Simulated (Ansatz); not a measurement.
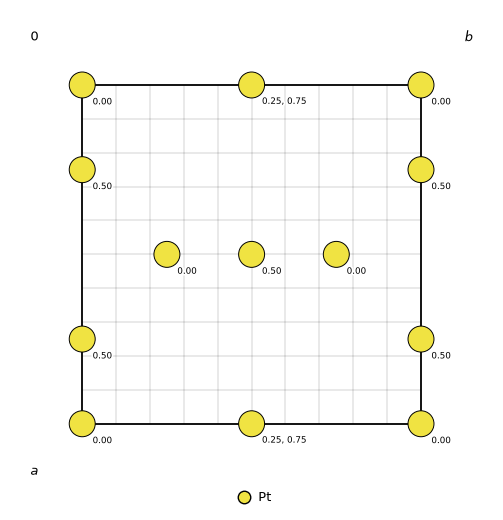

Plan of a unit cell projected along c (a down the page, b across); the numbers are heights as fractions of c, and atoms on the cell's edges are repeated. The grid marks tenths of a and b. Source: the input geometry of an electronic-structure calculation (not necessarily at equilibrium); the starting structure was generated, so it need not be a known form of this composition. All values are computed from the atomic coordinates in the standard setting (tolerance 0.002 Å).

a = 4.965 Å, b = 4.965 Å, c = 4.965 Å, α = 90.00°, β = 90.00°, γ = 90.00°.

Q: What does the cell contain?

A: 8 Pt: Pt, Z = 8.

Q: Give the fractional coordinates of all atoms, to two places.

A:
```json
{"atom": "Pt", "x": "0.00", "y": "0.00", "z": "0.00"}
{"atom": "Pt", "x": "0.50", "y": "0.50", "z": "0.50"}
{"atom": "Pt", "x": "0.25", "y": "0.00", "z": "0.50"}
{"atom": "Pt", "x": "0.75", "y": "0.00", "z": "0.50"}
{"atom": "Pt", "x": "0.50", "y": "0.25", "z": "0.00"}
{"atom": "Pt", "x": "0.50", "y": "0.75", "z": "0.00"}
{"atom": "Pt", "x": "0.00", "y": "0.50", "z": "0.25"}
{"atom": "Pt", "x": "0.00", "y": "0.50", "z": "0.75"}
```
